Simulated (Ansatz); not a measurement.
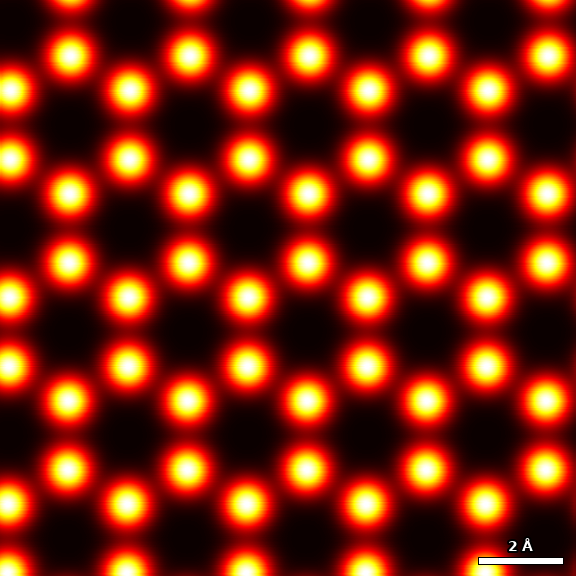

Dark-field STEM-like image of Ta (P6_3/mmc, No. 194) along [001]. The image is simulated as a sum over atoms of Z^1.7, blurred by a 0.89 Å probe (no channelling). The probe carries 15 % of its weight in a tail 2.5 times as wide. A slight drift was added. Model: the end point of a relaxation with Ansatz, DFT PBE, scalar-relativistic, plane waves, PAW; the starting structure was generated, so it need not be a known form of this composition.

**Describe what the image shows.**

The columns repeat on a hexagonal net with a repeat of 2.90 Å (plane group p6mm). All columns are alike (Ta). The shortest distance between visible columns is 1.68 Å in projection. Along the beam the structure repeats every 5.13 Å.
